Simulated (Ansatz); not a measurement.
**Single-point calculation, with input and output: Al48N47 (part 1 of 2)**

- system: Al48N47 (defect cell, 95 atoms in the cell)
- method: DFT, HSE06, PAW, plane waves (Ansatz 0.2.0)

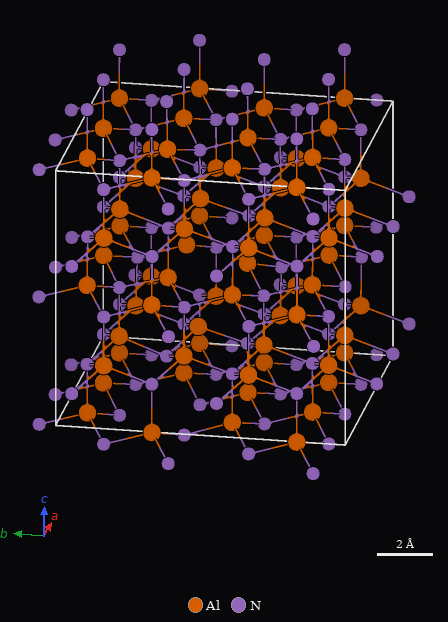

*The structure (ball-and-stick view of the cell of the calculation, seen at an oblique angle; bonded neighbours outside the cell are drawn too).*

### Input file
```yaml
crystal:
  lattice:
    - [9.341448, 0.000000, 0.000000]
    - [0.000000, 10.786575, 0.000000]
    - [0.000000, 0.000000, 9.967057]
  atoms:
    - { symbol: Al, position: [0.166454, 0.084772, 0.248581] }
    - { symbol: Al, position: [0.167044, 0.083432, 0.748345] }
    - { symbol: Al, position: [0.999939, 0.333749, 0.248922] }
    - { symbol: Al, position: [0.000613, 0.333326, 0.748425] }
    - { symbol: Al, position: [0.499820, 0.083890, 0.248754] }
    - { symbol: Al, position: [0.500059, 0.083583, 0.748688] }
    - { symbol: Al, position: [0.334132, 0.335772, 0.249973] }
    - { symbol: Al, position: [0.333339, 0.332819, 0.749504] }
    - { symbol: Al, position: [0.164489, 0.584105, 0.247011] }
    - { symbol: Al, position: [0.168140, 0.583178, 0.744977] }
    - { symbol: Al, position: [0.999171, 0.833910, 0.247855] }
    - { symbol: Al, position: [0.999987, 0.833497, 0.748250] }
    - { symbol: Al, position: [0.832594, 0.083358, 0.248847] }
    - { symbol: Al, position: [0.833745, 0.083115, 0.748738] }
    - { symbol: Al, position: [0.666787, 0.334135, 0.248541] }
    - { symbol: Al, position: [0.667911, 0.332768, 0.750393] }
    - { symbol: Al, position: [0.490764, 0.588277, 0.248064], spin: 0.25 }
    - { symbol: Al, position: [0.501982, 0.582614, 0.746847] }
    - { symbol: Al, position: [0.331599, 0.834990, 0.246953] }
    - { symbol: Al, position: [0.334027, 0.833080, 0.744971] }
    - { symbol: Al, position: [0.832015, 0.583446, 0.248025] }
    - { symbol: Al, position: [0.834836, 0.583273, 0.749925] }
    - { symbol: Al, position: [0.664482, 0.832246, 0.249789] }
    - { symbol: Al, position: [0.667049, 0.834033, 0.749342] }
    - { symbol: Al, position: [0.999865, 0.166546, 0.498642] }
    - { symbol: Al, position: [0.999839, 0.166947, 0.998711] }
    - { symbol: Al, position: [0.335419, 0.168832, 0.498609] }
    - { symbol: Al, position: [0.333236, 0.167419, 0.999405] }
    - { symbol: Al, position: [0.168364, 0.417079, 0.498240] }
    - { symbol: Al, position: [0.166530, 0.417276, 0.998034] }
    - { symbol: Al, position: [0.000386, 0.667671, 0.498113] }
    - { symbol: Al, position: [0.999978, 0.667154, 0.997579] }
    - { symbol: Al, position: [0.667372, 0.165472, 0.499029] }
    - { symbol: Al, position: [0.666479, 0.166771, 0.999004] }
    - { symbol: Al, position: [0.510209, 0.421267, 0.502811], spin: 0.25 }
    - { symbol: Al, position: [0.499772, 0.418074, 0.998810] }
    - { symbol: Al, position: [0.335011, 0.666552, 0.488602], spin: 0.25 }
    - { symbol: Al, position: [0.331431, 0.667891, 0.994005] }
    - { symbol: Al, position: [0.165789, 0.918291, 0.498025] }
    - { symbol: Al, position: [0.166393, 0.917217, 0.997392] }
    - { symbol: Al, position: [0.833880, 0.416948, 0.498896] }
    - { symbol: Al, position: [0.833713, 0.416814, 0.999190] }
    - { symbol: Al, position: [0.666146, 0.657218, 0.502382], spin: 0.25 }
    - { symbol: Al, position: [0.665236, 0.666685, 0.998557] }
    - { symbol: Al, position: [0.499891, 0.915849, 0.498305] }
    - { symbol: Al, position: [0.499240, 0.917020, 0.997935] }
    - { symbol: Al, position: [0.831763, 0.914254, 0.498571] }
    - { symbol: Al, position: [0.832626, 0.916783, 0.999299] }
    - { symbol: N, position: [0.999229, 0.167105, 0.189749] }
    - { symbol: N, position: [0.000158, 0.166576, 0.689651] }
    - { symbol: N, position: [0.333487, 0.168554, 0.190704] }
    - { symbol: N, position: [0.333576, 0.166759, 0.689438] }
    - { symbol: N, position: [0.166486, 0.417352, 0.189263] }
    - { symbol: N, position: [0.167397, 0.416194, 0.688931] }
    - { symbol: N, position: [0.998046, 0.667390, 0.188305] }
    - { symbol: N, position: [0.000805, 0.666893, 0.688878] }
    - { symbol: N, position: [0.666159, 0.167255, 0.189601] }
    - { symbol: N, position: [0.667216, 0.166571, 0.690098] }
    - { symbol: N, position: [0.500069, 0.420101, 0.191581] }
    - { symbol: N, position: [0.500558, 0.414765, 0.693440] }
    - { symbol: N, position: [0.326607, 0.670308, 0.182806] }
    - { symbol: N, position: [0.336588, 0.665551, 0.682420] }
    - { symbol: N, position: [0.165311, 0.918459, 0.188574] }
    - { symbol: N, position: [0.166557, 0.916767, 0.688700] }
    - { symbol: N, position: [0.833488, 0.416919, 0.189665] }
    - { symbol: N, position: [0.833896, 0.416788, 0.690174] }
    - { symbol: N, position: [0.663063, 0.665681, 0.191180] }
    - { symbol: N, position: [0.668945, 0.667698, 0.693026] }
    - { symbol: N, position: [0.499064, 0.917223, 0.189147] }
    - { symbol: N, position: [0.500714, 0.917071, 0.688970] }
    - { symbol: N, position: [0.831323, 0.916326, 0.190430] }
    - { symbol: N, position: [0.833370, 0.916669, 0.689409] }
    - { symbol: N, position: [0.167851, 0.085381, 0.439538] }
    - { symbol: N, position: [0.166774, 0.084073, 0.939444] }
    - { symbol: N, position: [0.001365, 0.333262, 0.439875] }
    - { symbol: N, position: [0.000046, 0.333523, 0.939454] }
    - { symbol: N, position: [0.500675, 0.082838, 0.439704] }
    - { symbol: N, position: [0.499625, 0.083846, 0.939728] }
    - { symbol: N, position: [0.339263, 0.338144, 0.441195] }
    - { symbol: N, position: [0.333295, 0.333848, 0.940643] }
    - { symbol: N, position: [0.165574, 0.583413, 0.438103] }
    - { symbol: N, position: [0.165886, 0.583407, 0.935928] }
    - { symbol: N, position: [0.999901, 0.833898, 0.438843] }
    - { symbol: N, position: [0.999402, 0.833905, 0.939176] }
    - { symbol: N, position: [0.833307, 0.081463, 0.439866] }
    - { symbol: N, position: [0.833166, 0.083362, 0.939865] }
    - { symbol: N, position: [0.669733, 0.330876, 0.438683] }
    - { symbol: N, position: [0.666658, 0.333738, 0.941194] }
    - { symbol: N, position: [0.498832, 0.584104, 0.938333] }
    - { symbol: N, position: [0.332052, 0.835420, 0.438003] }
    - { symbol: N, position: [0.332869, 0.834267, 0.935954] }
    - { symbol: N, position: [0.836261, 0.582966, 0.438130] }
    - { symbol: N, position: [0.832856, 0.583548, 0.940667] }
    - { symbol: N, position: [0.664162, 0.827256, 0.441057] }
    - { symbol: N, position: [0.666054, 0.833669, 0.940461] }
  symmetry: { detect: false }
kpoints:
  mp_grid: { grid: [1, 1, 1], shift: [0.25, 0.25, 0.25] }
hamiltonian:
  xc: hse06
magnetization:
  spin_polarized: true
scf:
  occupations: { method: fermi_dirac, width: 0.01 }
output:
  forces: true
  eigenvalues: true
  populations: true
  eigenstates: { kpoints: [[0.25, 0.25, 0.25]], e_range: [-6.0, 6.0], localisation: true }
  write_density: true
  write_potential: true
  elf: true
  volumetric_format: npy
```

Run on 8 threads of Arm Neoverse-V2, 18 GiB of memory available, shared host.

Run as:
```bash
ansatz run in.yaml --threads 8 --pin off --max-ram 17100MiB --runs-dir r --events-out ev --progress --plain
```

### Log
```
Pseudopotentials: kind: paw
Functional definition: HSE06
  parameter a = 0.25
  parameter omega = 0.11/bohr
  exchange = pbe_x - a*pbe_x_sr(omega) + a*exact_x_sr(omega)
  correlation = pbe_c
Crystal: 95 atoms, lattice volume = 1004.303 Å³
Basis set: ecut = 420 eV, 19611 PW (Γ), exchange–correlation on 128×150×144 points (8 copies of the dense FFT grid, shifted against one another)
Bands: 285, of which v1, the nominal top of the filled ones, is band 190 counted from 1 (189 counted from 0)
Symmetry: 1 space group operations
k-points: 1
Non-local potential: Al, projectors of the file, l = 0: 2, l = 1: 2, l = 2: 1
Non-local potential: N, projectors of the file, l = 0: 2, l = 1: 2, l = 2: 1
PAW form: soft (Blöchl's): semilocal exchange-correlation on the pseudo side does not see the compensation charge
PAW frozen core: Al, regenerated for the run's functional, and the local potential with it (the file was generated under x = pbe(κ = 0.804, μ = 0.2195149727645171), c = pbe(β = 0.06672455060314922))
PAW frozen core: N, regenerated for the run's functional, and the local potential with it (the file was generated under x = pbe(κ = 0.804, μ = 0.2195149727645171), c = pbe(β = 0.06672455060314922))
PAW one-centre angular grid: Al, 110 points (default); XC on 64 Gauss nodes
PAW one-centre angular grid: N, 110 points (default); XC on 64 Gauss nodes
Initial density: superposition of atomic densities (chi_scale 0.1, normalization cell, long waves kept (reshape's long-wave potential 0.21 eV rms))
Starting moments: Σ|m| = 1 μB on 4 of 95 sites
Initial wavefunctions: pseudopotential atomic-orbital guess
Functional: x = pbe(κ = 0.804, μ = 0.2195149727645171), c = pbe(β = 0.06672455060314922), warm-up for x = pbe(κ = 0.804, μ = 0.2195149727645171) + 0.25 (exact − pbe) at short range (hse, ω = 0.20786987370883472 Å⁻¹), c = pbe(β = 0.06672455060314922); HSE06 as pw.x's `hse` composes it (authors' and Libxc's form: `xc: wpbeh`)
iter 1 solved again at ethr=6.11e-2 eV; its pass at ethr=1.00e-1 eV (dr2=2.32e2 eV) is discarded
SCF iter   1: F=—  HF=-44041.022198 eV  |F-HF|=—  |Δ(HF+E_count)|=         —  Δρ=6.89e-2 (↑6.89e-2 ↓6.85e-2)  dr2=2.32e2  dr2_m=4.75e-2  M=1.000 μB ∫|m|=1.045 μB  β_m=0.30  ethr=6.11e-2  ⟨swp⟩=2.0  Hψ=3258  notcnv=0
preconditioner: auto → none  [insulator: Δε(μ)=0.176 eV  Ē_g=14.140 eV  σ=0.010 eV  W_gap=1.00  n_scr=206 (ndim 8)  ℏωp=22.8 eV  f_vac=0.000  D(μ)=0.03/eV (n_scr^D=0)]
iter 2 solved again at ethr=5.30e-3 eV; its pass at ethr=6.11e-2 eV (dr2=2.01e1 eV) is discarded
SCF iter   2: F=—  HF=-43977.243764 eV  |F-HF|=—  |Δ(HF+E_count)|=    6.38e1  Δρ=2.22e-2 (↑2.22e-2 ↓2.20e-2)  dr2=1.83e1  dr2_m=2.78e-2  M=1.000 μB ∫|m|=1.060 μB  β_m=0.30  ethr=5.30e-3  ⟨swp⟩=6.0  Hψ=2718  notcnv=0  defer=4
eigensolver tolerance schedule: the retry pair's looser diagonalisation over-reported the residual by 0.10 of it (diagonalisation noise at 0.11 of the residual, at the tolerance the schedule requests for it); recorded, not acted on — ethr = c·dr2/N_el stays at c = 1.0e-1
SCF iter   3: F=—  HF=-43974.379204 eV  |F-HF|=—  |Δ(HF+E_count)|=    2.86e0  Δρ=1.53e-2 (↑1.53e-2 ↓1.53e-2)  dr2=4.22e0  dr2_m=1.47e-2  M=1.000 μB ∫|m|=1.060 μB  β_m=0.30  ethr=4.84e-3  ⟨swp⟩=6.0  Hψ=1405  notcnv=0  defer=2
SCF iter   4: F=—  HF=-43973.998264 eV  |F-HF|=—  |Δ(HF+E_count)|=   3.81e-1  Δρ=2.16e-3 (↑2.16e-3 ↓2.12e-3)  dr2=1.72e-1  dr2_m=8.16e-3  M=1.000 μB ∫|m|=1.060 μB  β_m=0.30  ethr=1.11e-3  ⟨swp⟩=6.0  Hψ=1253  notcnv=0  defer=2
SCF iter   5: F=—  HF=-43974.001373 eV  |F-HF|=—  |Δ(HF+E_count)|=   3.11e-3  Δρ=9.35e-4 (↑9.17e-4 ↓9.35e-4)  dr2=6.85e-3  dr2_m=4.90e-3  M=1.000 μB ∫|m|=1.062 μB  β_m=0.30  ethr=4.53e-5  ⟨swp⟩=8.0  Hψ=1776  notcnv=0  defer=32
Mixer restart at iter 5: flushing history
spin-set hold released at iteration 5 (site moments contracting): the magnetisation degrees of freedom join the quasi-Newton model from the next iteration; the mixer history was flushed
SCF iter   6: F=—  HF=-43974.010902 eV  |F-HF|=—  |Δ(HF+E_count)|=   9.53e-3  Δρ=6.91e-4 (↑6.54e-4 ↓6.91e-4)  dr2=1.69e-3  dr2_m=2.96e-3  M=1.000 μB ∫|m|=1.067 μB  β_m=0.48  ethr=1.81e-6  ⟨swp⟩=8.0  Hψ=1888  notcnv=0  defer=48
SCF iter   7: F=—  HF=-43974.023012 eV  |F-HF|=—  |Δ(HF+E_count)|=   1.21e-2  Δρ=3.27e-4 (↑3.27e-4 ↓3.04e-4)  dr2=5.39e-4  dr2_m=7.06e-4  M=1.000 μB ∫|m|=1.080 μB  β_m=0.52  ethr=4.46e-7  ⟨swp⟩=6.5  Hψ=1745  notcnv=0  defer=30
SCF iter   8: F=-43974.026682 eV  HF=-43974.026547 eV  |F-HF|=1.35e-4  |Δ(HF+E_count)|=   3.53e-3  Δρ=8.19e-5 (↑7.65e-5 ↓8.19e-5)  dr2=6.85e-5  dr2_m=4.87e-5  M=1.000 μB ∫|m|=1.093 μB  ethr=1.42e-7  ⟨swp⟩=7.0  Hψ=1688  notcnv=0  defer=17
SCF 1 stopped early in 8 iterations: F = -43974.026682 eV  dr2 = 6.85e-5
  greatest PAW one-centre occupation: 0.796 electrons in one spin orbital (limit 2), on the N atom at site 60 (counted from 0), in its partial waves of l = 0
Initial density: handed on by an earlier stage of this run
Starting moments: Σ|m| = 1 μB on 4 of 95 sites; this step starts from the density that it was given
Initial wavefunctions: those handed on with the density
Functional: x = pbe(κ = 0.804, μ = 0.2195149727645171) + 0.25 (exact − pbe) at short range (hse, ω = 0.20786987370883472 Å⁻¹), c = pbe(β = 0.06672455060314922); HSE06 as pw.x's `hse` composes it (authors' and Libxc's form: `xc: wpbeh`)
Exchange kernel: α = 0.2500, screened, ω = 0.2079 Å⁻¹, Wigner–Seitz truncation, v(0) = 904.2111 eV·Å³, q-mesh 1×1×1, nearest image of the exchange supercell L = 9.34 Å, pair-density grid 45×54×48, without the augmentation charges, whose exchange is taken in its separable form (sized by the pseudopotential files, 64×75×72 at the most)
Frozen-core exchange: fock
SCF iter   1: F=—  HF=-43996.075496 eV  |F-HF|=—  |Δ(HF+E_count)|=         —  Δρ=3.12e-3 (↑3.12e-3 ↓3.12e-3)  dr2=1.89e-1  dr2_m=5.15e-4  M=1.000 μB ∫|m|=1.130 μB  β_m=0.30  ethr=1.81e-7  ⟨swp⟩=19.5  Hψ=4115  notcnv=1
preconditioner: auto → none  [insulator: Δε(μ)=1.572 eV  Ē_g=14.992 eV  σ=0.010 eV  W_gap=1.00  n_scr=206 (ndim 8)  ℏωp=22.8 eV  f_vac=0.000  D(μ)=0.00/eV (n_scr^D=0)]
SCF iter   2: F=—  HF=-43996.166511 eV  |F-HF|=—  |Δ(HF+E_count)|=   9.10e-2  Δρ=2.37e-3 (↑2.37e-3 ↓2.36e-3)  dr2=1.04e-1  dr2_m=4.30e-4  M=1.000 μB ∫|m|=1.131 μB  β_m=0.56  ethr=1.81e-7  ⟨swp⟩=8.0  Hψ=2346  notcnv=0  defer=4
SCF iter   3: F=—  HF=-43996.121847 eV  |F-HF|=—  |Δ(HF+E_count)|=   4.47e-2  Δρ=2.75e-4 (↑2.62e-4 ↓2.75e-4)  dr2=3.25e-3  dr2_m=2.84e-5  M=1.000 μB ∫|m|=1.142 μB  β_m=0.58  ethr=1.81e-7  ⟨swp⟩=6.0  Hψ=2217  notcnv=0  defer=4
SCF iter   4: F=—  HF=-43996.121740 eV  |F-HF|=—  |Δ(HF+E_count)|=   1.07e-4  Δρ=7.48e-5 (↑7.48e-5 ↓6.95e-5)  dr2=3.51e-4  dr2_m=6.19e-6  M=1.000 μB ∫|m|=1.141 μB  β_m=0.55  ethr=1.81e-7  ⟨swp⟩=6.0  Hψ=1867  notcnv=0  defer=4
SCF iter   5: F=-43996.121632 eV  HF=-43996.121661 eV  |F-HF|=2.96e-5  |Δ(HF+E_count)|=   7.87e-5  Δρ=3.19e-5 (↑2.99e-5 ↓3.19e-5)  dr2=4.62e-5  dr2_m=2.53e-6  M=1.000 μB ∫|m|=1.142 μB  ethr=8.77e-8  ⟨swp⟩=6.5  Hψ=1164  notcnv=0  defer=6
SCF 2 stopped early in 5 iterations: F = -43996.121632 eV  dr2 = 4.62e-5
  Residual-converged pass: ⟨swp⟩=4.0  Hψ=1394  notcnv=0  max |occ|·‖R‖ = 6.2e-6 eV (tolerance 6.7e-6 eV)  dr2=5.05e-5  dr2_m=2.54e-6  dr2_onsite=2.06e-6  max |Δocc| = 0.0e0
hybrid outer 1: dexx = +1.392e-1 eV, tail = 1.67e-4 eV
SCF iter   1: F=—  HF=-43996.121236 eV  |F-HF|=—  |Δ(HF+E_count)|=         —  Δρ=2.02e-5 (↑1.73e-5 ↓2.02e-5)  dr2=4.21e-6  dr2_m=1.41e-6  M=1.000 μB ∫|m|=1.142 μB  β_m=0.30  ethr=2.20e-7  ⟨swp⟩=16.5  Hψ=1537  notcnv=0
preconditioner: auto → none  [insulator: Δε(μ)=1.689 eV  Ē_g=15.000 eV  σ=0.010 eV  W_gap=1.00  n_scr=206 (ndim 8)  ℏωp=22.8 eV  f_vac=0.000  D(μ)=0.00/eV (n_scr^D=0)]
SCF iter   2: F=—  HF=-43996.121242 eV  |F-HF|=—  |Δ(HF+E_count)|=   6.43e-6  Δρ=1.52e-5 (↑1.34e-5 ↓1.52e-5)  dr2=2.53e-6  dr2_m=9.05e-7  M=1.000 μB ∫|m|=1.142 μB  β_m=0.43  ethr=1.05e-9  ⟨swp⟩=6.0  Hψ=1733  notcnv=0  defer=4
SCF iter   3: F=—  HF=-43996.121244 eV  |F-HF|=—  |Δ(HF+E_count)|=   2.00e-6  Δρ=9.25e-6 (↑8.67e-6 ↓9.25e-6)  dr2=5.60e-7  dr2_m=4.16e-7  M=1.000 μB ∫|m|=1.143 μB  β_m=0.61  ethr=6.51e-10  ⟨swp⟩=5.5  Hψ=1084  notcnv=0  defer=20
SCF iter   4: F=—  HF=-43996.121246 eV  |F-HF|=—  |Δ(HF+E_count)|=   1.51e-6  Δρ=4.65e-6 (↑4.31e-6 ↓4.65e-6)  dr2=3.69e-7  dr2_m=8.54e-8  M=1.000 μB ∫|m|=1.143 μB  β_m=0.56  ethr=1.45e-10  ⟨swp⟩=6.5  Hψ=1564  notcnv=0  defer=16
SCF iter   5: F=—  HF=-43996.121246 eV  |F-HF|=—  |Δ(HF+E_count)|=   1.98e-7  Δρ=2.01e-6 (↑2.01e-6 ↓1.96e-6)  dr2=1.37e-7  dr2_m=1.49e-8  M=1.000 μB ∫|m|=1.143 μB  β_m=0.70  ethr=9.42e-11  ⟨swp⟩=7.0  Hψ=1243  notcnv=0  defer=14
SCF iter   6: F=—  HF=-43996.121246 eV  |F-HF|=—  |Δ(HF+E_count)|=   1.24e-8  Δρ=6.30e-7 (↑6.30e-7 ↓5.69e-7)  dr2=2.12e-8  dr2_m=1.53e-9  M=1.000 μB ∫|m|=1.143 μB  β_m=0.62  ethr=3.57e-11  ⟨swp⟩=6.0  Hψ=1492  notcnv=0  defer=14
SCF iter   7: F=—  HF=-43996.121246 eV  |F-HF|=—  |Δ(HF+E_count)|=   2.38e-9  Δρ=3.80e-7 (↑3.80e-7 ↓3.63e-7)  dr2=2.30e-9  dr2_m=5.17e-10  M=1.000 μB ∫|m|=1.143 μB  β_m=0.76  ethr=5.45e-12  ⟨swp⟩=6.0  Hψ=1212  notcnv=0  defer=14
SCF iter   8: F=—  HF=-43996.121246 eV  |F-HF|=—  |Δ(HF+E_count)|=   1.36e-9  Δρ=1.66e-7 (↑1.21e-7 ↓1.66e-7)  dr2=1.11e-9  dr2_m=6.01e-11  M=1.000 μB ∫|m|=1.143 μB  β_m=0.66  ethr=1.17e-12 (applied; sched 1.00e-12)  ⟨swp⟩=17.0  Hψ=1091  notcnv=0
SCF iter   9: F=-43996.121246 eV  HF=-43996.121246 eV  |F-HF|=1.67e-10  |Δ(HF+E_count)|=  1.53e-10  Δρ=8.01e-8 (↑7.23e-8 ↓8.01e-8)  dr2=2.35e-10  dr2_m=1.43e-11  M=1.000 μB ∫|m|=1.143 μB  ethr=1.17e-12 (applied; sched 1.00e-12)  ⟨swp⟩=13.0  Hψ=993  notcnv=0
SCF 3 converged in 9 iterations: F = -43996.121246 eV  dr2 = 2.35e-10
  Residual-converged pass: ⟨swp⟩=3.0  Hψ=1020  notcnv=0  max |occ|·‖R‖ = 2.6e-7 eV (tolerance 2.7e-7 eV)  dr2=2.58e-10  dr2_m=1.67e-11  dr2_onsite=1.07e-11  max |Δocc| = 0.0e0
```

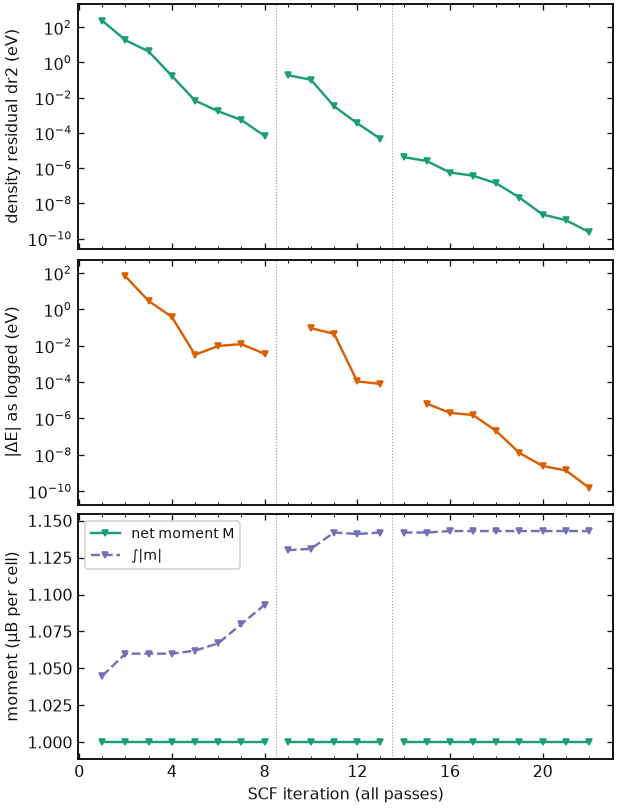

*Convergence of the self-consistent field: density residual dr2, size of the energy change and magnetic moment against the SCF iteration. The run starts with a semilocal functional; after that each stretch between dotted lines is one SCF of the hybrid functional between two exact rebuilds of the exchange operator by the outer loop. Early passes are stopped at a loose threshold.*

The passes take 8, 5 and 9 iterations. The net moment stays at 1.0 μB per cell.

```
hybrid outer 2: dexx = +3.176e-6 eV, tail = 6.46e-9 eV, Δε = 4.08e-3 eV (about 3.24e-5 eV left of the loop's levels), ΔF = 1.82e-3 eV/Å (tail 6.50e-5)
NSCF: frozen V_eff on 1 k-points
this state was not tested for a lower state beside it, because the functional holds exact exchange (a hybrid, or Hartree-Fock), whose exchange loop this test does not read (fock_operator); the stability check (scf.self_checks: high) cannot read this state: a pseudopotential is PAW: the check reads norm-conserving sets alone
hybrid SCF converged: 2 outer / 14 inner (+8 warm-up), last move |dexx| = 3.18e-6 eV, tail = 6.46e-9 eV
Magnetization: 1.0000 μB (190.0000 up, 189.0000 down)
Absolute magnetization: 1.1523 μB (∫|ρ↑−ρ↓|, with the PAW one-centre terms)
Spin contamination: 0.0105 ħ² per cell (⟨S²⟩ above its minimum at these occupations)
```
